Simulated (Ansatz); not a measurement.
## Geometry relaxation, with input and output: Ga3As3H7 (part 3 of 3)

Ga3As3H7 (26 atoms in the cell); DFT PBE, scalar-relativistic, plane waves, PAW, no spin polarisation (Ansatz 0.2.0); cutoff 420 eV, 1×1×10 k-mesh, Gaussian smearing of 0.05 eV. The structure derives from an entry of the Crystallography Open Database. It belongs to a series of runs on one base structure; here: wire along [0 0 1], 12 atoms a period, capped with H.

### Trajectory as extended XYZ, continued
```
26
Lattice="18.0000 0.0000 0.0000 0.0000 18.3000 0.0000 0.0000 0.0000 5.7407" Properties=species:S:1:pos:R:3:forces:R:3 step=2 energy=-52056.66338 pressure_GPa=-0.08
Ga    9.7252    9.8753   -0.0530   -0.1216  -0.1217   0.1891
As   11.0618   11.2119    4.1452    0.1295   0.1291   0.0447
Ga    9.8108    6.9480    2.9741    0.0783   0.1930  -0.0412
Ga    9.6956   12.8820    2.8916    0.0050   0.3133  -0.0799
As    5.5495    8.4051    1.4501   -0.1991  -0.0470  -0.1361
As   11.0601    8.5165    1.5340    0.1567  -0.0911  -0.0611
Ga    6.7979    9.9608    2.9740    0.1933   0.0784  -0.0412
Ga   12.7319    9.8456    2.8917    0.3125   0.0049  -0.0798
As    8.2550    5.6997    1.4501   -0.0469  -0.1995  -0.1356
As    8.3665   11.2101    1.5340   -0.0912   0.1567  -0.0613
Ga    6.7814    6.9316   -0.1757    0.1274   0.1274  -0.0257
As    8.2759    8.4259    4.2503   -0.1735  -0.1735   0.2673
H    11.9226   12.0726    5.0652   -0.0834  -0.0834   0.0517
H    10.6684    5.9845    3.8633   -0.0739  -0.0210  -0.0253
H    10.6525   13.6382    1.8887   -0.0992  -0.1301   0.1004
H     8.6897   13.6573    3.8280    0.0841  -0.1663  -0.0654
H     4.5467    9.1887    0.6063    0.0834  -0.0479   0.0875
H     4.5198    7.5833    2.2299    0.1267   0.0565  -0.1083
H    11.9113    7.6278    0.6311   -0.0617  -0.0150   0.0394
H     5.8346   10.8184    3.8634   -0.0211  -0.0738  -0.0251
H    13.4884   10.8023    1.8887   -0.1297  -0.0990   0.1001
H    13.5075    8.8397    3.8279   -0.1661   0.0839  -0.0652
H     9.0386    4.6968    0.6063   -0.0480   0.0837   0.0874
H     7.4334    4.6698    2.2299    0.0565   0.1270  -0.1083
H     7.4778   12.0612    0.6311   -0.0150  -0.0617   0.0394
H     5.8507    6.0006    4.7153   -0.0229  -0.0229   0.0525
26
Lattice="18.0000 0.0000 0.0000 0.0000 18.3000 0.0000 0.0000 0.0000 5.7441" Properties=species:S:1:pos:R:3:forces:R:3 step=3 energy=-52056.72418 pressure_GPa=-0.01
Ga    9.7184    9.8685   -0.0189   -0.0685  -0.0687   0.0040
As   11.0657   11.2157    4.1791    0.0053   0.0053  -0.0362
Ga    9.8118    6.9764    2.9651   -0.0176   0.0655   0.0297
Ga    9.7024   12.8945    2.9047    0.0157   0.1279   0.0145
As    5.5712    8.4180    1.4116   -0.0131   0.0196  -0.0113
As   11.0866    8.5130    1.5378    0.0668   0.0099  -0.0014
Ga    6.8263    9.9619    2.9650    0.0658  -0.0177   0.0297
Ga   12.7444    9.8523    2.9048    0.1278   0.0154   0.0144
As    8.2679    5.7215    1.4116    0.0195  -0.0130  -0.0112
As    8.3631   11.2366    1.5378    0.0097   0.0670  -0.0014
Ga    6.7914    6.9416   -0.1910   -0.0447  -0.0449  -0.0418
As    8.2712    8.4213    4.2790   -0.0047  -0.0045  -0.0289
H    11.8978   12.0477    5.1454   -0.0232  -0.0232   0.0194
H    10.6256    5.9741    3.8514   -0.0266  -0.0235  -0.0182
H    10.6578   13.6218    1.8943   -0.0543  -0.0321   0.0698
H     8.6808   13.6101    3.8582    0.0566  -0.0461  -0.0496
H     4.5682    9.2031    0.5849    0.0138   0.0209  -0.0037
H     4.5519    7.5845    2.1713    0.0108  -0.0211   0.0042
H    11.9138    7.6012    0.6409   -0.0389  -0.0055   0.0002
H     5.8243   10.7756    3.8516   -0.0236  -0.0265  -0.0181
H    13.4720   10.8075    1.8945   -0.0320  -0.0542   0.0697
H    13.4603    8.8306    3.8581   -0.0461   0.0565  -0.0495
H     9.0530    4.7184    0.5849    0.0208   0.0139  -0.0037
H     7.4345    4.7021    2.1714   -0.0211   0.0108   0.0041
H     7.4513   12.0638    0.6408   -0.0055  -0.0389   0.0002
H     5.8420    5.9919    4.7439    0.0071   0.0071   0.0156
26
Lattice="18.0000 0.0000 0.0000 0.0000 18.3000 0.0000 0.0000 0.0000 5.7830" Properties=species:S:1:pos:R:3:forces:R:3 step=4 energy=-52056.70444 pressure_GPa=-0.01 accepted=F
Ga    9.6589    9.8088   -0.0090    0.0415   0.0426   0.1229
As   11.0322   11.1820    4.2581    0.0312   0.0309  -0.0871
Ga    9.8302    7.0143    2.9690    0.0357  -0.0564  -0.2056
Ga    9.7409   12.9188    3.0080   -0.0275   0.0261  -0.1278
As    5.6091    8.4543    1.3594    0.0600  -0.1004  -0.0526
As   11.1312    8.5589    1.5661   -0.1479  -0.0743  -0.0586
Ga    6.8644    9.9803    2.9689   -0.0569   0.0364  -0.2064
Ga   12.7688    9.8906    3.0080    0.0263  -0.0266  -0.1270
As    8.3038    5.7594    1.3595   -0.1001   0.0596  -0.0529
As    8.4091   11.2813    1.5660   -0.0738  -0.1483  -0.0583
Ga    6.7560    6.9062   -0.2455    0.0561   0.0574   0.0421
As    8.2452    8.3953    4.2557   -0.0344  -0.0351   0.2819
H    11.8331   11.9829    5.2727    0.0187   0.0185   0.0222
H    10.5816    5.9005    3.7717    0.0037   0.0435   0.0709
H    10.6564   13.6852    2.0011    0.0379  -0.0085   0.0568
H     8.6848   13.5692    3.9505   -0.0511   0.0372   0.0404
H     4.5821    9.2289    0.5504    0.0213   0.0156   0.0124
H     4.6155    7.6001    2.1288   -0.0349  -0.0008   0.0258
H    11.8741    7.6006    0.6445    0.0650   0.0091   0.0402
H     5.7507   10.7318    3.7716    0.0436   0.0036   0.0712
H    13.5356   10.8061    2.0014   -0.0088   0.0374   0.0566
H    13.4194    8.8345    3.9505    0.0371  -0.0513   0.0402
H     9.0785    4.7327    0.5502    0.0157   0.0211   0.0124
H     7.4499    4.7654    2.1286   -0.0006  -0.0347   0.0259
H     7.4508   12.0241    0.6443    0.0092   0.0649   0.0402
H     5.7912    5.9414    4.7651    0.0331   0.0327   0.0147
26
Lattice="18.0000 0.0000 0.0000 0.0000 18.3000 0.0000 0.0000 0.0000 5.7571" Properties=species:S:1:pos:R:3:forces:R:3 step=5 energy=-52056.73964 pressure_GPa=0.00
Ga    9.6936    9.8437   -0.0144    0.0081   0.0081  -0.0265
As   11.0513   11.2012    4.1951   -0.0190  -0.0190   0.0099
Ga    9.8119    6.9968    2.9591   -0.0214   0.0108  -0.0088
Ga    9.7145   12.9166    2.9383   -0.0025  -0.0065   0.0000
As    5.5895    8.4235    1.3881    0.0103  -0.0002   0.0004
As   11.1053    8.5294    1.5451    0.0179   0.0163   0.0123
Ga    6.8467    9.9621    2.9590    0.0108  -0.0214  -0.0089
Ga   12.7665    9.8643    2.9384   -0.0065  -0.0025   0.0001
As    8.2732    5.7398    1.3882   -0.0002   0.0102   0.0004
As    8.3795   11.2554    1.5451    0.0164   0.0180   0.0123
Ga    6.7733    6.9236   -0.2158   -0.0111  -0.0110  -0.0207
As    8.2574    8.4075    4.2775    0.0131   0.0130   0.0098
H    11.8642   12.0140    5.1931    0.0010   0.0010   0.0103
H    10.5862    5.9513    3.8285    0.0115  -0.0173   0.0042
H    10.6709   13.6584    1.9527    0.0024   0.0044   0.0003
H     8.6791   13.6018    3.8869   -0.0060  -0.0033   0.0059
H     4.5853    9.2177    0.5720   -0.0016   0.0058   0.0013
H     4.5801    7.5813    2.1523   -0.0090   0.0079   0.0033
H    11.8999    7.5950    0.6445   -0.0009  -0.0133  -0.0106
H     5.8015   10.7363    3.8287   -0.0173   0.0115   0.0043
H    13.5086   10.8204    1.9528    0.0044   0.0023   0.0003
H    13.4520    8.8288    3.8868   -0.0033  -0.0060   0.0058
H     9.0675    4.7356    0.5719    0.0058  -0.0015   0.0013
H     7.4312    4.7302    2.1522    0.0079  -0.0089   0.0033
H     7.4451   12.0499    0.6444   -0.0133  -0.0008  -0.0107
H     5.8191    5.9691    4.7477    0.0024   0.0024   0.0008
26
Lattice="18.0000 0.0000 0.0000 0.0000 18.3000 0.0000 0.0000 0.0000 5.7601" Properties=species:S:1:pos:R:3:forces:R:3 step=6 energy=-52056.74055 pressure_GPa=-0.00
Ga    9.6913    9.8413   -0.0135    0.0052   0.0052   0.0063
As   11.0471   11.1969    4.2029    0.0022   0.0022  -0.0055
Ga    9.8128    6.9996    2.9564   -0.0055  -0.0019  -0.0086
Ga    9.7130   12.9173    2.9493   -0.0048  -0.0038  -0.0007
As    5.5938    8.4273    1.3806   -0.0024  -0.0085   0.0053
As   11.1109    8.5319    1.5458   -0.0058   0.0033  -0.0028
Ga    6.8496    9.9630    2.9562   -0.0019  -0.0055  -0.0086
Ga   12.7672    9.8627    2.9494   -0.0038  -0.0048  -0.0007
As    8.2770    5.7441    1.3806   -0.0085  -0.0024   0.0053
As    8.3821   11.2610    1.5458    0.0033  -0.0058  -0.0028
Ga    6.7713    6.9217   -0.2253   -0.0037  -0.0036  -0.0049
As    8.2585    8.4086    4.2771   -0.0002  -0.0002   0.0109
H    11.8559   12.0056    5.2086    0.0003   0.0003  -0.0049
H    10.5866    5.9447    3.8175   -0.0009   0.0004   0.0023
H    10.6703   13.6654    1.9696    0.0017   0.0062   0.0028
H     8.6719   13.5917    3.8997   -0.0027   0.0004   0.0028
H     4.5896    9.2262    0.5685    0.0071   0.0062  -0.0022
H     4.5795    7.5935    2.1482   -0.0013   0.0028  -0.0006
H    11.8962    7.5902    0.6431    0.0016   0.0030   0.0009
H     5.7949   10.7367    3.8176    0.0004  -0.0009   0.0023
H    13.5157   10.8198    1.9698    0.0063   0.0017   0.0028
H    13.4418    8.8215    3.8996    0.0004  -0.0027   0.0028
H     9.0759    4.7400    0.5684    0.0062   0.0071  -0.0022
H     7.4434    4.7297    2.1482    0.0028  -0.0013  -0.0006
H     7.4404   12.0463    0.6431    0.0030   0.0016   0.0009
H     5.8171    5.9671    4.7424    0.0008   0.0008  -0.0003
26
Lattice="18.0000 0.0000 0.0000 0.0000 18.3000 0.0000 0.0000 0.0000 5.7609" Properties=species:S:1:pos:R:3:forces:R:3 step=7 energy=-52056.74094 pressure_GPa=-0.00
Ga    9.6922    9.8423   -0.0136    0.0032   0.0032   0.0105
As   11.0466   11.1964    4.2027    0.0059   0.0060  -0.0079
Ga    9.8104    7.0008    2.9542    0.0007  -0.0048   0.0019
Ga    9.7099   12.9181    2.9533   -0.0023  -0.0023   0.0017
As    5.5949    8.4263    1.3782   -0.0007  -0.0056   0.0010
As   11.1113    8.5335    1.5461   -0.0035  -0.0029  -0.0059
Ga    6.8508    9.9606    2.9541   -0.0048   0.0007   0.0019
Ga   12.7680    9.8595    2.9534   -0.0023  -0.0024   0.0017
As    8.2760    5.7452    1.3782   -0.0056  -0.0007   0.0010
As    8.3837   11.2615    1.5461   -0.0029  -0.0035  -0.0059
Ga    6.7693    6.9197   -0.2295   -0.0005  -0.0005   0.0037
As    8.2586    8.4087    4.2791   -0.0001  -0.0001   0.0004
H    11.8557   12.0053    5.2079    0.0004   0.0004  -0.0028
H    10.5826    5.9438    3.8151   -0.0013   0.0035  -0.0022
H    10.6680   13.6737    1.9799   -0.0021   0.0029   0.0012
H     8.6666   13.5862    3.9061   -0.0017  -0.0010   0.0008
H     4.5965    9.2320    0.5655    0.0043   0.0029  -0.0008
H     4.5762    7.5978    2.1455   -0.0032   0.0031  -0.0026
H    11.8957    7.5916    0.6426    0.0008   0.0035   0.0035
H     5.7940   10.7328    3.8152    0.0036  -0.0013  -0.0022
H    13.5241   10.8173    1.9801    0.0029  -0.0021   0.0012
H    13.4362    8.8160    3.9060   -0.0010  -0.0017   0.0008
H     9.0816    4.7468    0.5655    0.0029   0.0043  -0.0008
H     7.4475    4.7264    2.1454    0.0030  -0.0032  -0.0026
H     7.4419   12.0459    0.6425    0.0035   0.0008   0.0035
H     5.8153    5.9654    4.7386    0.0009   0.0009  -0.0009
26
Lattice="18.0000 0.0000 0.0000 0.0000 18.3000 0.0000 0.0000 0.0000 5.7624" Properties=species:S:1:pos:R:3:forces:R:3 step=8 energy=-52056.74144 pressure_GPa=-0.00
Ga    9.6957    9.8457   -0.0119   -0.0010  -0.0009   0.0020
As   11.0469   11.1966    4.2015    0.0064   0.0064  -0.0020
Ga    9.8072    7.0012    2.9526    0.0053  -0.0032   0.0088
Ga    9.6995   12.9181    2.9625    0.0022   0.0021  -0.0024
As    5.5962    8.4275    1.3734   -0.0019   0.0002   0.0014
As   11.1115    8.5336    1.5465    0.0006  -0.0044  -0.0007
Ga    6.8513    9.9575    2.9525   -0.0032   0.0053   0.0089
Ga   12.7681    9.8489    2.9627    0.0021   0.0021  -0.0024
As    8.2770    5.7465    1.3734    0.0002  -0.0018   0.0014
As    8.3838   11.2617    1.5465   -0.0044   0.0006  -0.0008
Ga    6.7687    6.9192   -0.2344    0.0023   0.0023   0.0071
As    8.2608    8.4109    4.2825   -0.0007  -0.0007  -0.0088
H    11.8573   12.0068    5.2044    0.0019   0.0019   0.0009
H    10.5798    5.9416    3.8106   -0.0029   0.0061  -0.0035
H    10.6537   13.6902    1.9978   -0.0053  -0.0018   0.0015
H     8.6507   13.5725    3.9196    0.0025  -0.0051   0.0004
H     4.6116    9.2476    0.5579    0.0035  -0.0037  -0.0011
H     4.5646    7.6106    2.1360   -0.0034   0.0009  -0.0060
H    11.8977    7.5925    0.6437   -0.0022   0.0027   0.0020
H     5.7919   10.7302    3.8107    0.0061  -0.0029  -0.0035
H    13.5407   10.8028    1.9980   -0.0017  -0.0054   0.0015
H    13.4225    8.7998    3.9195   -0.0052   0.0025   0.0005
H     9.0970    4.7620    0.5579   -0.0037   0.0035  -0.0011
H     7.4601    4.7148    2.1359    0.0009  -0.0034  -0.0060
H     7.4429   12.0480    0.6437    0.0027  -0.0022   0.0020
H     5.8164    5.9667    4.7318   -0.0011  -0.0010   0.0000
26
Lattice="18.0000 0.0000 0.0000 0.0000 18.3000 0.0000 0.0000 0.0000 5.7647" Properties=species:S:1:pos:R:3:forces:R:3 step=9 energy=-52056.74166 pressure_GPa=-0.00
Ga    9.6991    9.8490   -0.0113   -0.0037  -0.0037  -0.0010
As   11.0503   11.1999    4.2041    0.0009   0.0009  -0.0110
Ga    9.8048    7.0016    2.9530    0.0065  -0.0012   0.0126
Ga    9.6925   12.9168    2.9700    0.0011   0.0081   0.0060
As    5.5970    8.4289    1.3701   -0.0086   0.0033  -0.0057
As   11.1105    8.5339    1.5478    0.0006  -0.0039  -0.0013
Ga    6.8516    9.9554    2.9529   -0.0012   0.0065   0.0126
Ga   12.7667    9.8416    2.9701    0.0081   0.0010   0.0060
As    8.2782    5.7473    1.3701    0.0033  -0.0085  -0.0057
As    8.3843   11.2607    1.5477   -0.0038   0.0006  -0.0013
Ga    6.7691    6.9198   -0.2367    0.0043   0.0043   0.0134
As    8.2627    8.4129    4.2857   -0.0005  -0.0006  -0.0125
H    11.8623   12.0116    5.2045    0.0002   0.0002   0.0017
H    10.5783    5.9426    3.8108   -0.0017   0.0032  -0.0044
H    10.6390   13.7056    2.0110   -0.0071  -0.0065   0.0024
H     8.6410   13.5535    3.9365    0.0015  -0.0006  -0.0050
H     4.6274    9.2585    0.5463    0.0040  -0.0033   0.0024
H     4.5504    7.6206    2.1215    0.0010   0.0018  -0.0044
H    11.8966    7.5938    0.6442    0.0009   0.0008   0.0027
H     5.7929   10.7289    3.8109    0.0032  -0.0017  -0.0044
H    13.5563   10.7877    2.0113   -0.0066  -0.0072   0.0025
H    13.4034    8.7898    3.9365   -0.0006   0.0015  -0.0050
H     9.1077    4.7777    0.5462   -0.0033   0.0040   0.0023
H     7.4698    4.7007    2.1215    0.0017   0.0010  -0.0043
H     7.4443   12.0469    0.6441    0.0009   0.0009   0.0028
H     5.8171    5.9676    4.7310   -0.0008  -0.0008  -0.0014
26
Lattice="18.0000 0.0000 0.0000 0.0000 18.3000 0.0000 0.0000 0.0000 5.7647" Properties=species:S:1:pos:R:3:forces:R:3 step=10 energy=-52056.74240 pressure_GPa=-0.00
Ga    9.6991    9.8490   -0.0113   -0.0037  -0.0037  -0.0010
As   11.0503   11.1999    4.2041    0.0009   0.0009  -0.0110
Ga    9.8048    7.0016    2.9530    0.0065  -0.0012   0.0126
Ga    9.6925   12.9168    2.9700    0.0011   0.0081   0.0060
As    5.5970    8.4289    1.3701   -0.0087   0.0034  -0.0057
As   11.1105    8.5339    1.5478    0.0006  -0.0039  -0.0013
Ga    6.8516    9.9554    2.9529   -0.0012   0.0065   0.0126
Ga   12.7667    9.8416    2.9701    0.0081   0.0010   0.0060
As    8.2782    5.7473    1.3701    0.0033  -0.0086  -0.0057
As    8.3843   11.2607    1.5477   -0.0039   0.0006  -0.0013
Ga    6.7691    6.9198   -0.2367    0.0042   0.0042   0.0134
As    8.2627    8.4129    4.2857   -0.0005  -0.0006  -0.0125
H    11.8623   12.0116    5.2045    0.0001   0.0002   0.0017
H    10.5783    5.9426    3.8108   -0.0017   0.0032  -0.0044
H    10.6390   13.7056    2.0110   -0.0072  -0.0065   0.0025
H     8.6410   13.5535    3.9365    0.0015  -0.0006  -0.0050
H     4.6274    9.2585    0.5463    0.0041  -0.0033   0.0024
H     4.5504    7.6206    2.1215    0.0010   0.0018  -0.0044
H    11.8966    7.5938    0.6442    0.0009   0.0009   0.0028
H     5.7929   10.7289    3.8109    0.0032  -0.0017  -0.0044
H    13.5563   10.7877    2.0113   -0.0066  -0.0072   0.0025
H    13.4034    8.7898    3.9365   -0.0006   0.0015  -0.0051
H     9.1077    4.7777    0.5462   -0.0033   0.0040   0.0024
H     7.4698    4.7007    2.1215    0.0017   0.0010  -0.0044
H     7.4443   12.0469    0.6441    0.0009   0.0009   0.0028
H     5.8171    5.9676    4.7310   -0.0008  -0.0008  -0.0014
```

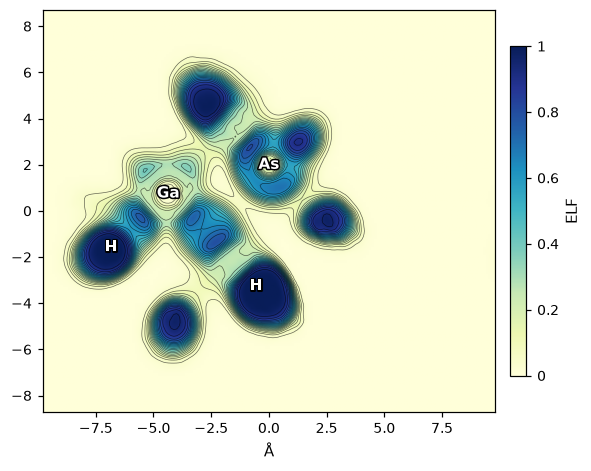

Figure 1. Electron localisation function on the (101̄) plane of the calculation cell, a cut from vacuum to vacuum. The section cuts through As, Ga and H sites. The strong features right at Ga lie inside the PAW spheres (semicore, d or f shells) and say nothing about bonding. Core electrons are frozen (PAW), so the fields are smoothed inside the atomic spheres.

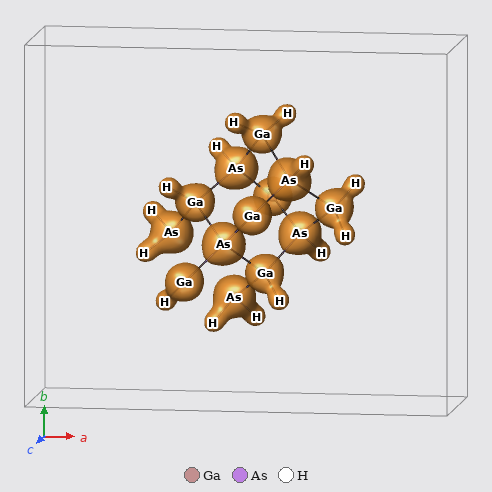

Figure 2. Isosurface of the valence electron density at 0.6 e/Å³ (orange), seen from the side, at a tilt. Sticks mark near contacts. At this value the density breaks into separate islands; it holds about 75 % of the electrons treated as valence (semicore included). It is pinched off along the Ga–As (2.45 Å) and Ga–As (2.50 Å) contacts. On the grid the lowest density along these lines, outside the cores, is 1 e/Å³ (As–H, 1.52 Å), 0.8 e/Å³ (Ga–H, 1.56 Å), 0.49 e/Å³ (Ga–As, 2.45 Å) and 0.45 e/Å³ (Ga–As, 2.50 Å).

### Key numbers

| quantity | value |
| --- | --- |
| outcome | converged |
| electrons treated | 182 |
| free energy | −52056.7424 eV |
| Fermi energy | −2.230 eV |
| gap on the k-point mesh | 3.34 eV |
| final volume | 1898.90 Å³ |
| largest force (length of the vector) at the end | 0.015 eV/Å |
| wall time | 4.4 min (CPU time 17 min) |
| peak memory | 4.7 GiB |

### Notes

Warnings of the run: the exchange-correlation potential is rough where the density is thin.
